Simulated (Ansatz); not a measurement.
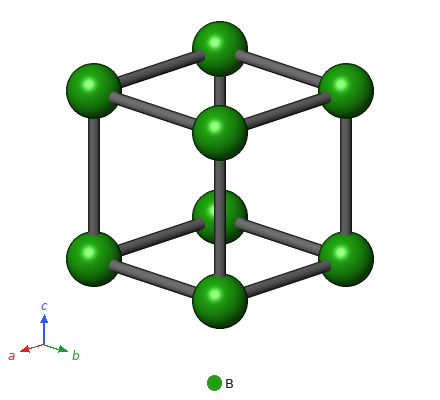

B (Pm-3m, No. 221): the input geometry of an electronic-structure calculation (not necessarily at equilibrium); the starting structure was generated, so it need not be a known form of this composition.

```cif
data_structure
_symmetry_space_group_name_H-M 'P 1'
_symmetry_Int_Tables_number 1
_cell_length_a 1.8763
_cell_length_b 1.8763
_cell_length_c 1.8763
_cell_angle_alpha 90.000
_cell_angle_beta 90.000
_cell_angle_gamma 90.000
_cell_volume 6.61
loop_
_atom_site_label
_atom_site_type_symbol
_atom_site_fract_x
_atom_site_fract_y
_atom_site_fract_z
_atom_site_occupancy
B1 B 0.00000 0.00000 0.00000 1
```

### What will a HAADF-like image along [221] show? The image is simulated as a sum over atoms of Z^1.7, blurred by a 0.50 Å probe (no channelling). The probe carries 15 % of its weight in a tail 2.5 times as wide. Shot noise and the speckle of an amorphous layer were added.

The columns repeat on a centred rectangular net of 0.88 × 2.65 Å (plane group c2mm). All columns are alike (B). The shortest distance between visible columns is 0.88 Å in projection. Along the beam the structure repeats every 5.63 Å.

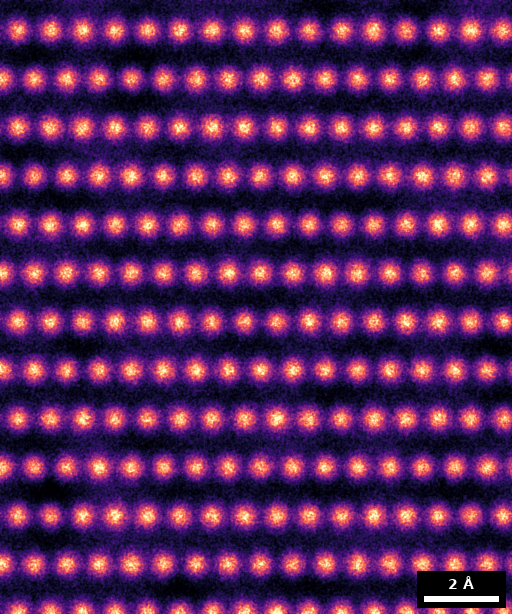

The simulated image.
